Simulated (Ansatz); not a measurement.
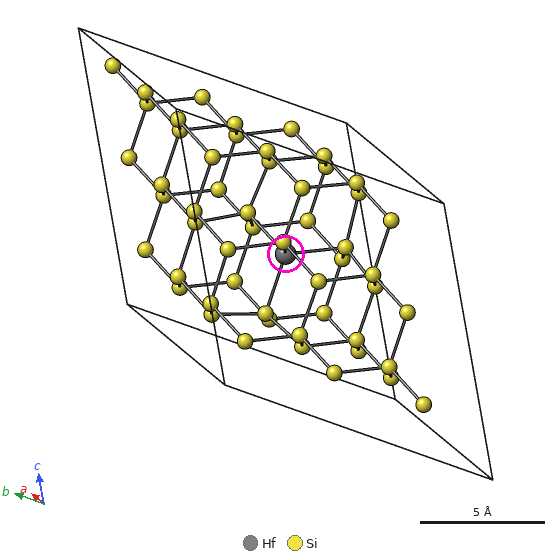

A ball-and-stick rendering, viewed from a general direction. One supercell is framed, with atoms on its boundary repeated. The host is Si, in a cell of 54 sites, and the cell is neutral. A ring marks the defect's site.

Question: What defect is present?

Answer: Hafnium on a silicon site (a substitutional impurity). It is bonded to four Si in a tetrahedral arrangement at about 2.6 Å.

The atoms were relaxed in the host's cell with DFT PBE, scalar-relativistic, plane waves, PAW (Ansatz 0.2.0).
